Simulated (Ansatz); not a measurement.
Consider TaN.

Input file:

```
crystal:
  lattice:
    - [0.0, 2.1982663156, 2.1982663156]
    - [2.1982663156, 0.0, 2.1982663156]
    - [2.1982663156, 2.1982663156, 0.0]
  atoms:
    - { symbol: Ta, position: [0.5, 0.5, 0.5] }
    - { symbol: "N", position: [0.0, 0.0, 0.0] }
basis:
  ecutwfc: 500
kpoints:
  mp_grid: { grid: [26, 26, 26] }
hamiltonian:
  xc: r2scan
scf:
  occupations: { method: gaussian, width: 0.15 }
output:
  forces: true
  stress: true
  eigenvalues: true
  write_density: true
  write_potential: true
  elf: true
  volumetric_format: npy
```

Run with:

```sh
ansatz run input.yaml --threads 1 --pin off --max-ram 2560MiB --backend cpu --events-out ev --progress --plain --runs-dir out
```

Below, planes, directions and counts refer to the conventional cell (a = 4.40 Å, b = 4.40 Å, c = 4.40 Å, α = 90.00°, β = 90.00°, γ = 90.00°).

Space group Fm-3m.

Computed with DFT r2SCAN, scalar-relativistic, plane waves, PAW in Ansatz.

Q: What can the converged valence pseudo-density and electron localisation function tell about the bonding?

A: Ta–N (2.20 Å): ρ at the midpoint is about 0.53 e/Å³; the ELF peaks at about 0.80 in the valence shell of N, 0.7 Å from its nucleus, and is about 0.15 at the midpoint; no shared electron pair shows on this line.
Ta–Ta (3.11 Å): ρ is about 0.23 e/Å³ halfway; the ELF is about 0.20 at the midpoint: no shared electron pair shows on this line.

Q: Metal or insulator at this level of theory?

A: It is metallic or semimetallic at this level of theory: no gap opens; semilocal functionals without U, or without the true magnetic order, often close the gap of such compounds.

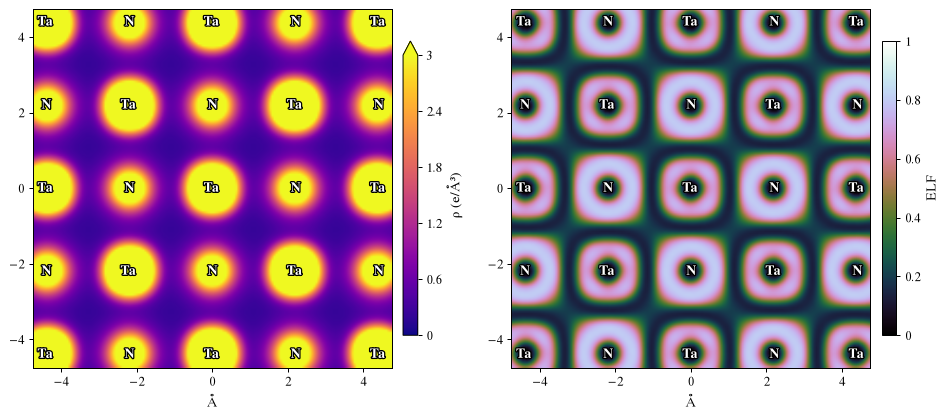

Computed valence pseudo-density and electron localisation function on the (010) plane of the conventional cell, in this order. 

In a PAW calculation such maps are meaningful between the atoms, not at the nuclei.
